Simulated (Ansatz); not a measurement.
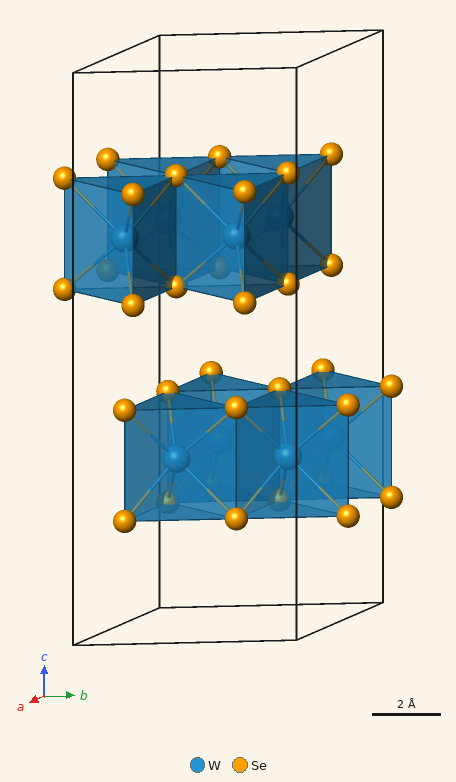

*The input geometry (polyhedral view of the 2 × 2 repeat of the cell, with the vacuum cut short, seen slightly off an axis; polyhedra are completed across the faces of the cell).*

# Run report: WSe2, single-point calculation

- system: WSe2 (P-3m1, 6 atoms in the cell)
- method: DFT PBE+D3(BJ), scalar-relativistic, plane waves, PAW, no spin polarisation (Ansatz 0.2.0)

The structure derives from a Materials Project entry. Figures and captions count atoms from 1; the log counts them from 0 in places.

The program's output
```
Engine: ansatz 0.2.0, x86_64-unknown-linux-gnu
Pseudopotentials: kind: paw
Pseudopotential: W, paw, valence charge 14, recommended cutoff 420 eV (normal), W.paw.azcp
Pseudopotential: Se, paw, valence charge 16, recommended cutoff 420 eV (normal), Se.paw.azcp
Functional definition: PBE
  parameter kappa = 0.804
  parameter beta = 0.06672455060314922
  exchange = pbe_x(kappa = kappa, mu = beta*pi^2/3)
  correlation = pbe_c(beta = beta)
Crystal: 6 atoms, lattice volume = 229.453 Å³
Basis set: ecut = 420 eV, 4557 PW (Γ), exchange–correlation on 48×48×324 points (8 copies of the dense FFT grid, shifted against one another)
Bands: 56, of which v1, the nominal top of the filled ones, is band 46 counted from 1 (45 counted from 0)
Symmetry: 12 space group operations
Space group: P-3m1 (ITA 164), of the structure as read, at distance tolerance 6.1e-5 Å
k-points: 7 of 36
Non-local potential: W, projectors of the file, l = 0: 3, l = 1: 2, l = 2: 2, l = 3: 1
Non-local potential: Se, projectors of the file, l = 0: 2, l = 1: 2, l = 2: 3, l = 3: 1
PAW form: soft (Blöchl's): semilocal exchange-correlation on the pseudo side does not see the compensation charge
PAW one-centre angular grid: W, 590 points (default); XC on 64 Gauss nodes
PAW one-centre angular grid: Se, 590 points (default); XC on 64 Gauss nodes
Initial density: superposition of atomic densities (neutral atoms: chi_scale 0, normalization atom), corrected by the library's trained network
Initial wavefunctions: pseudopotential atomic-orbital guess
Functional: x = pbe(κ = 0.804, μ = 0.2195149727645171), c = pbe(β = 0.06672455060314922)
SCF iter   1: F=—  HF=-42651.582701 eV  |F-HF|=—  |Δ(HF+E_count)|=         —  Δρ=3.49e-3  dr2=5.04e-2  ethr=1.77e-3  ⟨swp⟩=8.3  Hψ=1545  notcnv=0
preconditioner: auto → Resta (q_TF=auto, 2.343 Å⁻¹)  ε∞=3.8  [insulator: Δε(μ)=1.445 eV  Ē_g=8.782 eV  σ=0.100 eV  W_gap=1.00  n_scr=58 (ndim 8)  ℏωp=14.7 eV  f_vac=0.459  D(μ)=0.00/eV (n_scr^D=0)  ε∞_Penn≈3.8  vacuum switching on, ρ_ref=5.6e-3 e/Å³]
SCF iter   2: F=—  HF=-42651.587683 eV  |F-HF|=—  |Δ(HF+E_count)|=   4.98e-3  Δρ=2.06e-3  dr2=1.96e-2  ethr=5.48e-5  ⟨swp⟩=2.0  Hψ=592  notcnv=0  defer=11
SCF iter   3: F=—  HF=-42651.588102 eV  |F-HF|=—  |Δ(HF+E_count)|=   4.19e-4  Δρ=1.37e-3  dr2=1.79e-3  ethr=2.14e-5  ⟨swp⟩=2.0  Hψ=436  notcnv=0  defer=1
automatic band count: iteration 3 solves 54 bands in place of 56: the levels show a gap, and the empty bands left out lie too high to hold charge; the band table lists the bands solved (type scf.n_extra_bands for more)
SCF iter   4: F=—  HF=-42651.590530 eV  |F-HF|=—  |Δ(HF+E_count)|=   2.43e-3  Δρ=2.92e-4  dr2=2.80e-4  ethr=1.94e-6  ⟨swp⟩=2.3  Hψ=546  notcnv=0  defer=1
SCF iter   5: F=—  HF=-42651.590585 eV  |F-HF|=—  |Δ(HF+E_count)|=   5.50e-5  Δρ=7.32e-5  dr2=1.60e-5  ethr=3.04e-7  ⟨swp⟩=2.6  Hψ=595  notcnv=0  defer=1
SCF iter   6: F=—  HF=-42651.590576 eV  |F-HF|=—  |Δ(HF+E_count)|=   9.11e-6  Δρ=2.83e-5  dr2=3.15e-6  ethr=1.74e-8  ⟨swp⟩=2.3  Hψ=716  notcnv=0  defer=1
SCF iter   7: F=—  HF=-42651.590578 eV  |F-HF|=—  |Δ(HF+E_count)|=   1.63e-6  Δρ=1.01e-5  dr2=5.80e-7  ethr=3.43e-9  ⟨swp⟩=2.0  Hψ=476  notcnv=0  defer=1
SCF iter   8: F=-42651.590578 eV  HF=-42651.590578 eV  |F-HF|=1.50e-8  |Δ(HF+E_count)|=   2.95e-7  Δρ=2.91e-6  dr2=3.41e-8  ethr=1.09e-10  ⟨swp⟩=6.6  Hψ=1795  notcnv=0
SCF 1 converged in 8 iterations: F = -42651.590578 eV  dr2 = 3.41e-8
  greatest PAW one-centre occupation: 1.000 electrons in one spin orbital (limit 2), on the Se atom at site 4 (counted from 0), in its partial waves of l = 2
SCF converged after 8 iterations
Free energy (F): -42651.590578 eV
Harris-Foulkes:  -42651.590578 eV  (|F-HF|=1.50e-8)
Internal energy: -42651.590578 eV  (E = F + TS)
E sigma→0 (E₀):  -42651.590578 eV
Fermi energy:    5.076936 eV
--- Per-component energies (eV) ---
  E_band       = -2449.385208
  E_kinetic    = 1377.265426
  E_local      = -82497.803955  (includes V_loc(G=0)·N_el)
  E_nonlocal   = -2379.747674
  E_hartree    = 40649.580498
  E_xc         = -952.094977
  E_vxc        = -872.222602  (∫ρ·V_xc dr)
  E_paw        = -24771.154551  (= ΣΔE_a)
  E_vpaw       = 624.002327  (= ΣTr[D̂ρ^β])
  E_aug_tail   = -0.002476  (compensation charges beyond the density's cutoff)
  E_ewald      = 25924.660172
  E_disp       = -2.293041  (pairwise vdW)
  E_smearing   = -0.000000  (= −TS)
  E_closure    = -0.000000  (closes the sum)
  Σ components = -42651.590578   (vs F -42651.590578, Δ=0.00e0)
--- Forces (eV/Å), atoms counted from 1 ---
  atom   1  W      0.00000000    -0.00000000    -0.05241853
  atom   2  W      0.00000000     0.00000000     0.05241853
  atom   3  Se     0.00000000     0.00000000     0.17656441
  atom   4  Se     0.00000000    -0.00000000     0.26073602
  atom   5  Se     0.00000000     0.00000000    -0.26073602
  atom   6  Se    -0.00000000    -0.00000000    -0.17656441
  max |Σ_I F_I| component: 8.33e-17 eV/Å
--- Stress (GPa, compression-positive) ---
       -1.023005       0.000000      -0.000000
        0.000000      -1.023005      -0.000000
       -0.000000      -0.000000       0.346497
  P = ⅓ Tr σ = -0.5665 GPa (-5.665 kbar)
--- Band table (eV; the first three rows and the last of 7) ---
  k-point 0: bands = ["-69.6758", "-69.6758", "-43.2285", "-43.2285", "-43.2285", "-43.2285", "-43.2225", "-43.2225", "-43.2225", "-43.2225", "-43.1962", "-43.1962", "-43.1961", "-43.1961", "-43.1880", "-43.1880", "-43.1880", "-43.1880", "-43.1826", "-43.1825", "-43.1734", "-43.1734", "-33.9485", "-33.9485", "-33.8398", "-33.8398", "-33.8398", "-33.8398", "-10.4846", "-10.4226", "-9.2236", "-9.1176", "-2.0450", "-1.6952", "1.7586", "1.8855", "1.8855", "1.8895", "1.8895", "2.6201", "3.0074", "3.0074", "3.0201", "3.0201", "3.8777", "4.3429", "7.2085", "7.2085", "7.2227", "7.2227", "7.3891", "7.3891", "7.4391", "7.4391"]
  k-point 1: bands = ["-69.6736", "-69.6736", "-43.2284", "-43.2284", "-43.2275", "-43.2274", "-43.2225", "-43.2225", "-43.2215", "-43.2215", "-43.1966", "-43.1965", "-43.1964", "-43.1963", "-43.1884", "-43.1884", "-43.1882", "-43.1882", "-43.1821", "-43.1820", "-43.1729", "-43.1729", "-33.9373", "-33.9373", "-33.8940", "-33.8940", "-33.8524", "-33.8524", "-10.0924", "-10.0316", "-9.0261", "-8.9314", "-1.5541", "-1.2085", "0.8294", "0.8456", "1.1659", "1.5523", "2.2535", "2.2645", "2.4277", "2.4452", "2.8518", "3.1514", "3.7272", "3.9076", "6.3404", "6.5994", "6.7789", "6.9407", "6.9863", "7.0102", "7.7850", "7.8361"]
  k-point 2: bands = ["-69.6690", "-69.6690", "-43.2285", "-43.2284", "-43.2254", "-43.2254", "-43.2225", "-43.2225", "-43.2195", "-43.2195", "-43.1973", "-43.1972", "-43.1967", "-43.1966", "-43.1892", "-43.1892", "-43.1884", "-43.1884", "-43.1812", "-43.1811", "-43.1719", "-43.1719", "-34.0008", "-34.0008", "-33.9148", "-33.9148", "-33.8775", "-33.8775", "-9.1534", "-9.1031", "-8.5638", "-8.5025", "-1.2124", "-1.1119", "-0.3137", "-0.0819", "-0.0247", "0.1104", "1.5938", "1.6162", "2.2709", "2.5116", "2.9811", "3.0178", "3.0617", "3.1393", "6.3330", "6.5378", "6.5846", "6.6349", "7.3880", "7.7970", "8.4546", "8.5768"]
  k-point 6: bands = ["-69.6656", "-69.6656", "-43.2265", "-43.2265", "-43.2258", "-43.2258", "-43.2205", "-43.2205", "-43.2199", "-43.2199", "-43.1977", "-43.1976", "-43.1971", "-43.1971", "-43.1894", "-43.1894", "-43.1890", "-43.1890", "-43.1805", "-43.1805", "-43.1712", "-43.1712", "-34.0014", "-34.0014", "-33.9758", "-33.9758", "-33.8979", "-33.8979", "-8.2489", "-8.2489", "-8.1048", "-8.1048", "-1.0797", "-1.0278", "-0.9425", "-0.9425", "-0.0816", "-0.0074", "0.5154", "0.5154", "1.0468", "1.0468", "2.0003", "2.0003", "4.2543", "4.3255", "5.8193", "5.8193", "6.9735", "7.3814", "7.7729", "7.7729", "9.1380", "9.1380"]
```

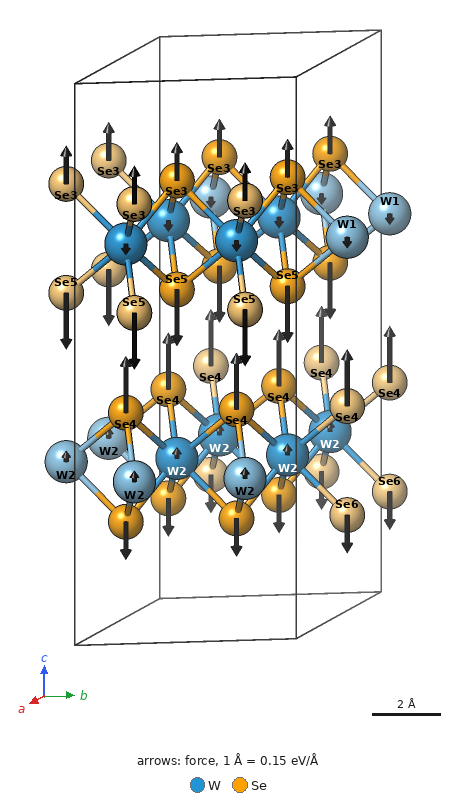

*Forces on the atoms as black arrows (ball-and-stick view of the 2 × 2 repeat of the cell, with the vacuum cut short, seen slightly off an axis; neighbours outside the cell are drawn fainter; atoms are numbered from 1 in the order of the input).*

The largest act on Se4, Se5 (0.26 eV/Å); Se3, Se6 (0.18 eV/Å). The geometry is not a stationary point of this energy.

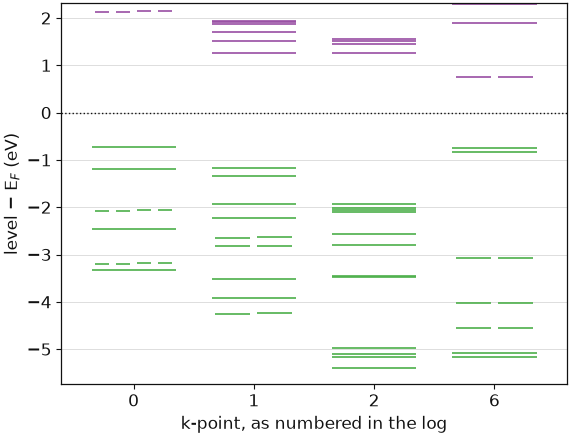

*Kohn–Sham levels near the Fermi level (dotted) at the few k-points that the log prints; levels within 0.02 eV of each other stand side by side.*

Among these points the highest filled and lowest empty levels are 1.48 eV apart, which is the gap on the mesh.

The run was set up as follows.

Input
```yaml
crystal:
  lattice:
    - [3.317853269, 0.0, 0.0]
    - [-1.6589266345, 2.873345217, 0.0]
    - [0.0, 0.0, 24.06851927]
  atoms:
    - { symbol: W, position: [0.66666667, 0.33333333, 0.14153752] }
    - { symbol: W, position: [0.33333333, 0.66666667, 0.85846248] }
    - { symbol: Se, position: [0.33333333, 0.66666667, 0.21059449] }
    - { symbol: Se, position: [0.66666667, 0.33333333, 0.9275621] }
    - { symbol: Se, position: [0.33333333, 0.66666667, 0.0724379] }
    - { symbol: Se, position: [0.66666667, 0.33333333, 0.78940551] }
basis:
  ecutwfc: 420
kpoints:
  mp_grid: { grid: [6, 6, 1] }
hamiltonian:
  xc: pbe
  dispersion: d3bj
scf:
  occupations: { method: gaussian, width: 0.1 }
output:
  forces: true
  stress: true
  eigenvalues: true
```

Command:
```bash
ansatz run input.yaml --threads 1 --pin off --max-ram 2560MiB --backend cpu --events-out ev --progress --plain --runs-dir out
```

Key numbers

| quantity | value |
| --- | --- |
| outcome | converged |
| space group (tolerance 0.01 Å) | P-3m1 (164) |
| electrons treated | 92 |
| free energy | −42651.5906 eV |
| Fermi energy | 5.077 eV |
| gap on the k-point mesh | 1.48 eV |
| pressure | −0.57 GPa |
| largest force (length of the vector) | 0.261 eV/Å |
| hardware | 1 thread of AMD EPYC (Zen 3), 32 GiB of memory available, shared host |
| wall time | 3.6 s |
| peak memory | 0.53 GiB |

Remarks

Spin–orbit coupling is left out, which matters for W.
